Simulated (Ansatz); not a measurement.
System: BaTiO₃, space group Pm-3m (No. 221) (cell built by us, not taken from a database).

The given structure:
```yaml
crystal:
  lattice:
    - [3.99430, 0.00000, 0.00000]
    - [0.00000, 3.99430, 0.00000]
    - [0.00000, 0.00000, 3.99430]
  atoms:
    - { symbol: Ba, position: [0.00000, 0.00000, 0.00000] }
    - { symbol: Ti, position: [0.50000, 0.50000, 0.50000] }
    - { symbol: O, position: [0.50000, 0.50000, 0.00000] }
    - { symbol: O, position: [0.50000, 0.00000, 0.50000] }
    - { symbol: O, position: [0.00000, 0.50000, 0.50000] }
```

How it was computed, with Ansatz 0.2.0: harmonic phonon frequencies at the zone centre with atoms at rest in the given cell, without the long-range term of polar modes, the three translations left out, imaginary frequencies are negative; plane waves with PAW datasets, Γ-centred k mesh. Level: r2SCAN, no spin polarisation.

wave cutoff 500 eV; k mesh 8×8×8; occupations fixed; pressure 0 GPa; phonon method linear response.

Predict the zone-centre optical phonon frequencies (the three acoustic modes are left out).

Three modes are imaginary, the softest at 226.5i cm⁻¹, so the structure is dynamically unstable. The highest mode lies at 472.5 cm⁻¹ (without the field of polar modes). The optical modes lie at 226.5i (×3), 179.8 (×3), 299.3 (×3), 472.5 (×3) cm⁻¹.

```csv
frequency (cm⁻¹)
-226.5
-226.5
-226.5
179.8
179.8
179.8
299.3
299.3
299.3
472.5
472.5
472.5
```

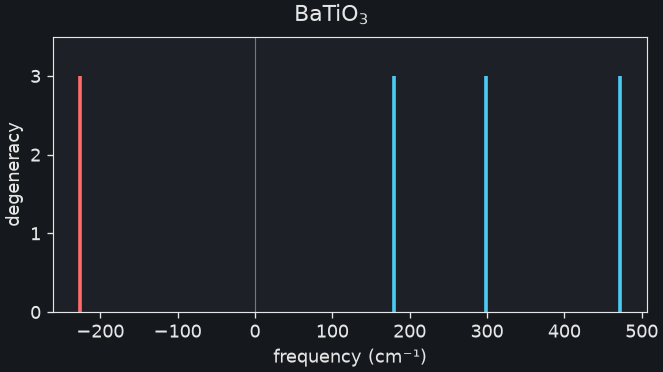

Imaginary frequencies are drawn as negative.
